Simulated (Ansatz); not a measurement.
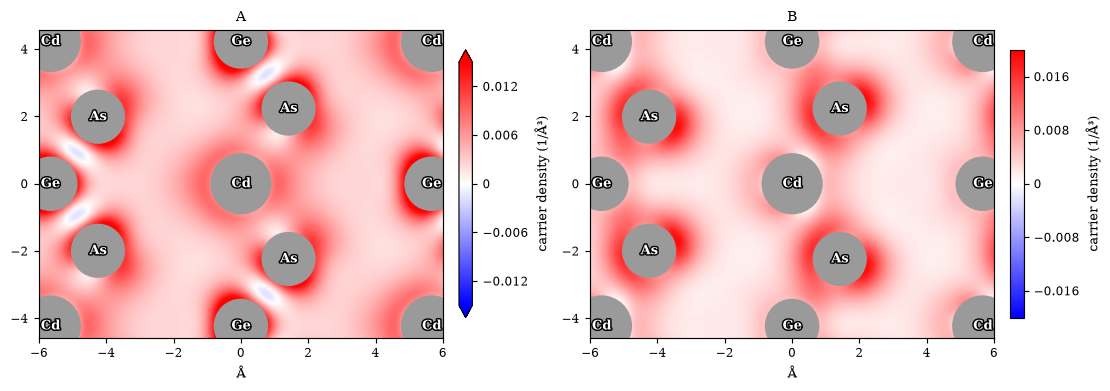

CdGeAs2, doped once with holes and once with electrons (0.2 e in the calculation's cell of 8 atoms, uniform background, atoms fixed). Each panel shows the carrier's density (positive where it sits) on the (11̄0) plane of the conventional cell; grey discs cover the cores. Cores are masked to 0.9 Å (Cd), 0.8 Å (Ge) and 0.8 Å (As).

Space group I-42d; the calculation finds a residual pressure of about −3 GPa at this fixed cell. The cell comes from a database of computed structures, not from a measurement.

Theory: DFT LDA, scalar-relativistic, plane waves, PAW in Ansatz.

Tell the hole from the electron.

A is the electron: outside the cores it is densest at the edge of the masked core of As; it divides as As about 55 %, Cd about 25 % and Ge about 20 %. B is the hole: outside the cores it is densest at the edge of the masked core of As; it divides as As about 65 %, Cd about 20 % and Ge about 15 %. Shares are sums over atomic cells sized by the Bader volumes, which fill 25 % (Cd), 20 % (Ge) and 55 % (As) of the cell, so only an excess over these marks a preference; they are shares of the net change, screening included, and the band-edge orbitals themselves can be more concentrated.
